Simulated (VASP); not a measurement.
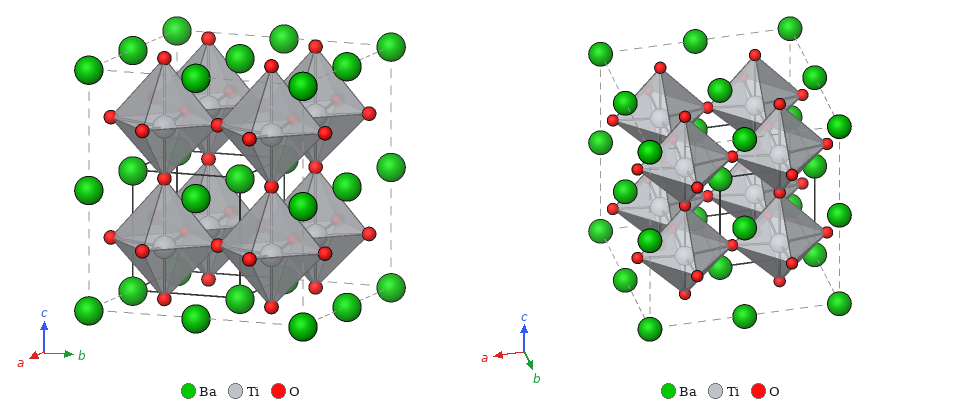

Polyhedra are drawn about Ti (bonds: O–Ti below 2.7 Å); other atoms are plain spheres. Two views of the same piece.

The compound is BaTiO3 (space group P4mm, No. 99), taken as coordinates from a relaxation with VASP, VASP Kohn-Sham DFT of a periodic cell, PBE, VASP PAW PBE potentials, recommended.

Question: What figure surrounds each Ti atom, and what does it share with the other drawn polyhedra?

Answer: Ti: TiO6 octahedron, sharing corners with six neighbours.

Question: How do these polyhedra hang together as a whole?

Answer: They form a three-dimensional framework of corner-sharing octahedra.

Question: How far apart are the centres of linked polyhedra?

Answer: Centre to centre across a shared corner: 4.00 to 4.22 Å.
